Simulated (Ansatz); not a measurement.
## Rb2LiVO4 (Cmc2_1): a many-body input that goes wrong, and its mend

A first try at the G0W0 gap of Rb2LiVO4 (Cmc2_1), what the program said, and an input that works.

Program: Ansatz 0.2.0. Level of theory: G0W0 on r2SCAN, plane waves, PAW; PAW set soft_1. Results are calculated unless marked as measured.

## 1. Set-up

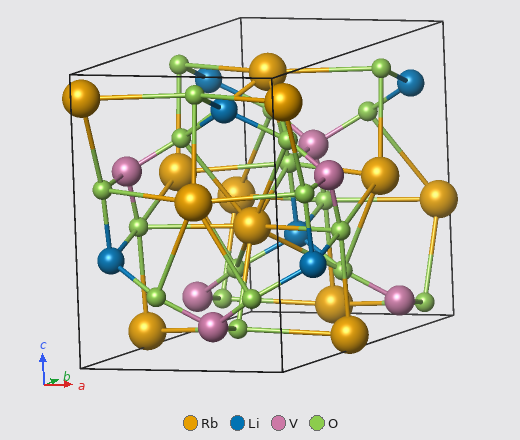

Start, viewed slightly off an axis; rubidium orange, lithium blue, vanadium pink, oxygen green. This picture shows the conventional cell, with its axes. Some periodic images of atoms are drawn too.

The cell and positions come from the Crystallography Open Database and are kept as given unless a step says otherwise.

## 2. First try

The input, input.yaml:

```yaml
crystal:
  lattice:
    - [2.9395, -5.8505, 0.0]
    - [2.9395, 5.8505, 0.0]
    - [0.0, 0.0, 7.933]
  atoms:
    - { symbol: Rb, position: [0.605, 0.395, 0.9488] }
    - { symbol: Rb, position: [0.395, 0.605, 0.4488] }
    - { symbol: Rb, position: [0.0617, 0.9383, 0.5932] }
    - { symbol: Rb, position: [0.9383, 0.0617, 0.0932] }
    - { symbol: Li, position: [0.1989, 0.8011, 0.1716] }
    - { symbol: Li, position: [0.8011, 0.1989, 0.6716] }
    - { symbol: V, position: [0.6905, 0.3095, 0.3894] }
    - { symbol: V, position: [0.3095, 0.6905, 0.8894] }
    - { symbol: O, position: [0.4087, 0.1191, 0.2817] }
    - { symbol: O, position: [0.5913, 0.8809, 0.7817] }
    - { symbol: O, position: [0.8809, 0.5913, 0.2817] }
    - { symbol: O, position: [0.1191, 0.4087, 0.7817] }
    - { symbol: O, position: [0.634, 0.366, 0.5887] }
    - { symbol: O, position: [0.366, 0.634, 0.0887] }
    - { symbol: O, position: [0.835, 0.165, 0.4236] }
    - { symbol: O, position: [0.165, 0.835, 0.9236] }
kpoints:
  mp_grid: { grid: [2, 2, 2] }
hamiltonian:
  xc: r2scan
  pseudopotentials: { kind: paw, azcp: { folder: soft_1 } }
scf:
  occupations: { method: fermi_dirac, width: 1.0 }
gw:
  n_empty_bands: 287
  ecut_chi: 60
  qp_bands: [v4, c4]
  qp_kpoints: band_edges
  screening: { model: contour_deformation }
```

Command:

```console
$ ansatz run input.yaml --threads 24 --pin off --max-ram 82944MiB --backend cuda --events-out ev --progress --plain --runs-dir out --devices 1 --max-vram 78GiB
```

Numbers of over 12 decimals in the logs are rounded to 6 here.

The log of the run:

```text
band count auto-derived: 112 (N_el = 116.0; filled up to band 58; 74 by the electrons, moments and atoms)
GPUs: using 1 of 1 available (devices: 1).
Engine: ansatz 0.2.0, aarch64-unknown-linux-gnu
Pseudopotentials: kind: paw
Pseudopotential: Rb, paw, valence charge 9, recommended cutoff 500 eV (meta_gga), soft_1/Rb.paw.azcp
Pseudopotential: Li, paw, valence charge 3, recommended cutoff 500 eV (meta_gga), soft_1/Li.paw.azcp
Pseudopotential: V, paw, valence charge 13, recommended cutoff 500 eV (meta_gga), soft_1/V.paw.azcp
Pseudopotential: O, paw, valence charge 6, recommended cutoff 500 eV (meta_gga), soft_1/O.paw.azcp
Functional definition: r2SCAN
  parameter k0 = 0.174
  parameter k1 = 0.065
  parameter a1 = 4.9479
  exchange = r2scan_x(k0 = k0, k1 = k1, a1 = a1)
  correlation = r2scan_c
[...]
Crystal: 16 atoms, lattice volume = 272.856 Å³
Basis set: ecut = 500 eV, 6919 PW (Γ), exchange–correlation on 192×192×240 points (64 copies of the dense FFT grid, shifted against one another)
Bands: 112, of which v1, the nominal top of the filled ones, is band 58 counted from 1 (57 counted from 0)
Symmetry: 4 space group operations
Space group: Cmc21 (ITA 36), of the structure as read, at distance tolerance 6.5e-5 Å
k-points: 6 of 8
Non-local potential: Rb, projectors of the file, l = 0: 3, l = 1: 2, l = 2: 2
Non-local potential: Li, projectors of the file, l = 0: 3, l = 1: 2, l = 2: 1
Non-local potential: V, projectors of the file, l = 0: 3, l = 1: 2, l = 2: 3, l = 3: 1
Non-local potential: O, projectors of the file, l = 0: 2, l = 1: 2, l = 2: 1
PAW form: soft (Blöchl's): semilocal exchange-correlation on the pseudo side does not see the compensation charge
PAW frozen core: Rb, regenerated for the run's functional (the file was generated under x = pbe(κ = 0.804, μ = 0.219515), c = pbe(β = 0.066725))
PAW frozen core: V, regenerated for the run's functional (the file was generated under x = pbe(κ = 0.804, μ = 0.219515), c = pbe(β = 0.066725))
PAW frozen core: O, regenerated for the run's functional (the file was generated under x = pbe(κ = 0.804, μ = 0.219515), c = pbe(β = 0.066725))
PAW one-centre angular grid: Rb, 302 points (default); XC on 160 Gauss nodes
PAW one-centre angular grid: Li, 302 points (default); XC on 295 of its mesh's 2161 points in the sphere
PAW one-centre angular grid: V, 590 points (default); XC on 160 Gauss nodes
PAW one-centre angular grid: O, 302 points (default); XC on 160 Gauss nodes
Initial density: superposition of atomic densities (chi_scale 0.1, normalization cell, long waves kept (reshape's long-wave potential 0.04 eV rms))
Initial wavefunctions: pseudopotential atomic-orbital guess
[...]
Functional: x = r2scan, c = r2scan; τ floored in thin density (d = 2e-4 eV/Å³)
SCF iter   1: F=—  HF=-23925.901346 eV  |F-HF|=—  |Δ(HF+E_count)|=         —  Δρ=4.93e-2  dr2=6.20e0  dr2_τ=4.99e-1  ethr=3.10e-3  ⟨swp⟩=7.8  Hψ=3193  notcnv=0
preconditioner: auto → Resta (q_TF=auto, 2.366 Å⁻¹)  ε∞=2.5  [insulator: Δε(μ)=4.232 eV  Ē_g=17.474 eV  σ=1.000 eV  W_gap=0.78  n_scr=58 (ndim 8)  ℏωp=21.1 eV  f_vac=0.000  D(μ)=2.46/eV (n_scr^D=8)  ε∞_Penn≈2.5]
SCF iter   2: F=—  HF=-23926.069604 eV  |F-HF|=—  |Δ(HF+E_count)|=   1.68e-1  Δρ=3.75e-2  dr2=5.06e0  dr2_τ=2.27e-1  ethr=3.10e-3  ⟨swp⟩=2.8  Hψ=1209  notcnv=0
SCF iter   3: F=—  HF=-23925.973851 eV  |F-HF|=—  |Δ(HF+E_count)|=   9.58e-2  Δρ=3.51e-2  dr2=3.69e0  dr2_τ=2.54e-1  ethr=3.10e-3  ⟨swp⟩=2.7  Hψ=1008  notcnv=0
SCF iter   4: F=—  HF=-23925.671886 eV  |F-HF|=—  |Δ(HF+E_count)|=   3.02e-1  Δρ=6.26e-3  dr2=1.07e-1  dr2_τ=6.63e-3  ethr=3.10e-3  ⟨swp⟩=1.0  Hψ=774  notcnv=0
SCF iter   5: F=—  HF=-23925.689941 eV  |F-HF|=—  |Δ(HF+E_count)|=   1.81e-2  Δρ=3.51e-3  dr2=3.02e-2  dr2_τ=3.16e-3  ethr=9.19e-5  ⟨swp⟩=2.0  Hψ=933  notcnv=0
SCF iter   6: F=—  HF=-23925.691254 eV  |F-HF|=—  |Δ(HF+E_count)|=   1.31e-3  Δρ=1.38e-3  dr2=5.03e-3  dr2_τ=6.02e-4  ethr=2.60e-5  ⟨swp⟩=2.0  Hψ=936  notcnv=0
[...]
SCF iter   9: F=—  HF=-23925.691908 eV  |F-HF|=—  |Δ(HF+E_count)|=   2.66e-6  Δρ=7.33e-5  dr2=1.49e-5  dr2_τ=1.44e-6  ethr=2.00e-8  ⟨swp⟩=2.0  Hψ=828  notcnv=0
SCF iter  10: F=—  HF=-23925.691906 eV  |F-HF|=—  |Δ(HF+E_count)|=   1.78e-6  Δρ=1.70e-5  dr2=7.19e-7  dr2_τ=3.17e-8  ethr=1.28e-8  ⟨swp⟩=1.0  Hψ=672  notcnv=0
SCF iter  11: F=-23925.691906 eV  HF=-23925.691906 eV  |F-HF|=4.21e-9  |Δ(HF+E_count)|=   1.81e-7  Δρ=3.99e-6  dr2=3.09e-8  dr2_τ=3.59e-9  ethr=8.62e-11  ⟨swp⟩=4.7  Hψ=2248  notcnv=0
SCF 1 converged in 11 iterations: F = -23925.691906 eV  dr2 = 3.09e-8
[...]
NSCF: frozen V_eff on 6 k-points
[...]
NSCF: frozen V_eff on 6 k-points
SCF converged after 11 iterations
Free energy (F): -23925.691906 eV
Harris-Foulkes:  -23925.691906 eV  (|F-HF|=4.21e-9)
Internal energy: -23916.591557 eV  (E = F + TS)
E sigma→0 (E₀):  -23921.141732 eV
Entropy (-TS):   -9.100349 eV (-568.772 meV/atom)
Fermi energy:    6.155680 eV
--- Per-component energies (eV) ---
  E_band       = -1222.962249
  E_kinetic    = 2711.573668
  E_local      = -9947.974427  (includes V_loc(G=0)·N_el)
  E_nonlocal   = 1281.772312
  E_hartree    = 3683.329384
  E_xc         = -1283.510210
  E_vxc        = -1742.996030  (∫ρ·V_xc dr)
  E_paw        = -14189.206653  (= ΣΔE_a)
  E_vpaw       = -1002.408028  (= ΣTr[D̂ρ^β])
  E_aug_tail   = 0.003698  (compensation charges beyond the density's cutoff)
  E_vtau       = 110.418118  (kinetic-family band-sum trace: ∫τ·v_τ [+ j·A + Jᵃ·Aᵃ] dr)
  E_ewald      = -6171.204530
  E_core_change = -1.374801  (= ΣΔE_core)
  E_smearing   = -9.100349  (= −TS)
  E_closure    = -0.000000  (closes the sum)
  Σ components = -23925.691906   (vs F -23925.691906, Δ=0.00e0)
--- Band table (eV; the first three rows and the last of 6) ---
  k-point 0: bands = [... 54 lower, 3.3201, 3.3795, 3.4451, 3.5163, 8.4666, 8.5028, 8.5198, 8.5817]
  k-point 1: bands = [... 54 lower, 3.2548, 3.2548, 3.5090, 3.5090, 8.5111, 8.5111, 8.5691, 8.5691]
  k-point 2: bands = [... 54 lower, 3.2531, 3.2664, 3.3058, 3.3651, 8.3625, 8.4998, 8.6238, 8.7088]
  k-point 5: bands = [... 54 lower, 3.2551, 3.2551, 3.4659, 3.4659, 8.5170, 8.5170, 8.5915, 8.5915]
```

The job ended after 2 s (1 × NVIDIA GB200 (shared by 2 runs) with 24 threads of Arm Neoverse V2, shared host; peak memory 1.6 GiB).

**What went wrong?**

The self-consistent loop converged; the step after it was not made.

The fault: smeared occupations of electronvolts. A wide smearing fills conduction states and empties valence ones, so the start is no longer the insulator.

## 3. A better input

Now the one-shot GW correction: screening in the RPA, then the self-energy of the levels asked for. This step takes PAW set soft_1 files.

Edit input.yaml of step 2 so:

```diff
@@ -28,6 +28,6 @@
 scf:
-  occupations: { method: fermi_dirac, width: 1.0 }
+  occupations: { method: fixed }
 gw:
-  n_empty_bands: 287
-  ecut_chi: 60
+  n_empty_bands: 426
+  ecut_chi: 78
   qp_bands: [v4, c4]
```

The log of the run:

```text
GPUs: using 1 of 1 available (devices: 1).
[...]
Crystal: 16 atoms, lattice volume = 272.856 Å³
Basis set: ecut = 500 eV, 6919 PW (Γ), exchange–correlation on 192×192×240 points (64 copies of the dense FFT grid, shifted against one another)
Bands: 74, of which v1, the nominal top of the filled ones, is band 58 counted from 1 (57 counted from 0)
Symmetry: 4 space group operations
[...]
k-points: 6 of 8
[...]
SCF iter   1: F=—  HF=-23923.185122 eV  |F-HF|=—  |Δ(HF+E_count)|=         —  Δρ=4.32e-2  dr2=4.71e0  dr2_τ=5.54e-1  ethr=3.10e-3  ⟨swp⟩=5.0  Hψ=1359  notcnv=0  defer=75
[...]
SCF iter   6: F=—  HF=-23923.292568 eV  |F-HF|=—  |Δ(HF+E_count)|=   6.08e-4  Δρ=1.48e-3  dr2=6.97e-3  dr2_τ=5.53e-4  ethr=2.23e-5  ⟨swp⟩=2.0  Hψ=643  notcnv=0  defer=83
[...]
ik  band        ε_KS         Σx   Σc(E_QP)       V_xc       Z   E_QP_lin       E_QP  E_QP is
     0    55      3.4108   -24.9643     4.2234   -20.1804  0.7617     2.8460     2.8503  root
     0    56      3.4778   -25.0191     4.2300   -20.2431  0.7611     2.9277     2.9318  root
     0    57      3.5516   -25.0343     4.2269   -20.2625  0.7612     3.0027     3.0067  root
     0    58      3.6214   -25.1192     4.2154   -20.3771  0.7614     3.0911     3.0948  root
     0    59      8.1491   -15.8473    -5.3091   -23.3986  0.7654    10.4599    10.3913  root
     0    60      8.1637   -16.0139    -5.3896   -23.6613  0.7641    10.4921    10.4215  root
     0    61      8.1749   -16.1839    -5.3882   -23.8444  0.7610    10.5203    10.4472  root
     0    62      8.2410   -16.4995    -5.3755   -24.1821  0.7585    10.6248    10.5481  root
[...]
5    59      8.1811   -16.0566    -5.3732   -23.6928  0.7637    10.5151    10.4441  root
     5    60      8.1811   -16.0566    -5.3732   -23.6928  0.7637    10.5151    10.4441  root
     5    61      8.2471   -16.5046    -5.4102   -24.2243  0.7580    10.6339    10.5566  root
     5    62      8.2471   -16.5046    -5.4102   -24.2243  0.7580    10.6339    10.5566  root
[key lines of the parts left out:]
SCF converged after 11 iterations
```

Wall time 4.9 s (1 × NVIDIA GB200 (shared by 2 runs) with 24 threads); peak memory 2.2 GiB; 18 s of CPU time.

Numbers from this step:

```yaml
bands_summed: 484
rpa_eps_infinity_on_this_mesh_eigenvalues: 2.523, 2.587, 2.613
plane_waves_in_the_screening_matrix: 431
q_points_in_the_mesh: 8
g0w0_gap_on_the_mesh: 7.067 eV
k_of_the_valence_top: -0.5, -0.5, 0
k_of_the_conduction_bottom: 0, -0.5, 0
starting_gap_on_the_mesh: 4.353 eV
z_at_the_valence_top: 0.7613
z_at_the_conduction_bottom: 0.7670
least_direct_g0w0_gap_on_the_computed_points: 7.182 eV
```

The gap on the mesh goes from 4.35 eV to 7.07 eV, a correction of +2.71 eV. Between the two edge states, bare exchange in place of the xc potential would open the gap by 12.31 eV, and correlation takes back 9.59 eV.

## 4. Summary of results

```yaml
first_try: the many-body step was refused after 2 s
better_run: G0W0 gap on the mesh 7.07 eV (2×2×2 mesh, 426 empty bands, screening to 78 eV, PAW set soft_1 files)
```

What this shows: The second run differs in: empty bands, screening cutoff (eV) and smearing (eV). Bands and cutoff are finite, so the gap is not at the basis limit. The miss can reach some tenths of an eV and take either sign; the mesh is an error of its own. The 2×2×2 mesh is coarse for this cell (its supercell is 13 Å along the shortest edge). The RPA ε∞ on it, from the r2SCAN start, is 2.52, 2.59 and 2.61; such meshes misread the long-range screening, most where the gap is narrow. The runs have no spin polarisation. For a closed low-spin shell that is the natural state; where a d or f shell is open it is a constraint, and the gap is then not the crystal's own. With d states at the gap, one-shot GW leans hard on its start. The many-body steps are scalar-relativistic: spin-orbit coupling is not in them.

[Paths, hosts, dates, memory and timing lines, banners, echoed tables and standing remarks are left out of the program output.]

[Logs are printed without paths, hosts, clocks, repeated set-up lines and the standing remarks that a program may print on its own settings, such as how far it seeks lower states.]

[Runs of the session that timed out or met a known fault of the program may be left out.]

[Cells called generated may have been cut or substituted from an entry of the Crystallography Open Database or the Materials Project.]

[No measured gap is set beside runs whose start may be inverted or whose files or cutoffs have a known fault.]

[Hosts, paths, dates, database ids (printed as entryN), source tags and the programs' standing remarks are cut or masked in the printed files.]
